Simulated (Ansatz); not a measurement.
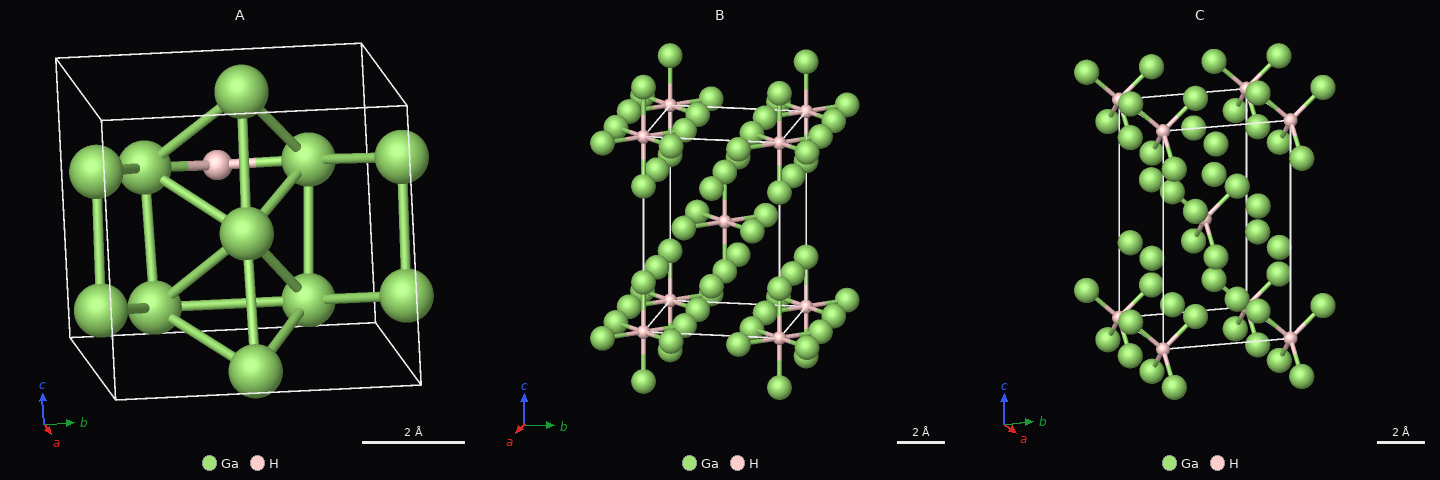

Three structures of Ga$_{8}$H, each relaxed to rest (conventional cells in solid outline, small ones repeated, each panel with its own scale). Method: DFT PBE, scalar-relativistic, plane waves, PAW in Ansatz 0.2.0, without spin polarisation.

Question: What are the structures shown?

Answer: A: 9 atoms a cell on a primitive monoclinic lattice, Pm; B: 18 atoms a cell on a body-centred tetragonal lattice, I4/mmm; C: 18 atoms a cell on a body-centred tetragonal lattice, I-4m2.

Question: Rank them by energy, lowest first.

Answer: A, then C (+24 meV/atom) and B (+41 meV/atom), energies at zero smearing.

Question: Collect the results in a table.

Answer:
| panel | structure | E − E(lowest) (meV/atom) | volume (Å³/atom) | gap (eV) |
| --- | --- | --- | --- | --- |
| A | Pm | 0 | 17.6 | metal |
| C | I-4m2 | 24 | 17.5 | metal |
| B | I4/mmm | 41 | 17.5 | metal |

Some of these may be structure types tried for this composition rather than known phases, and the most stable form need not be among them. Gaps are taken on the k-mesh or band path of each run.
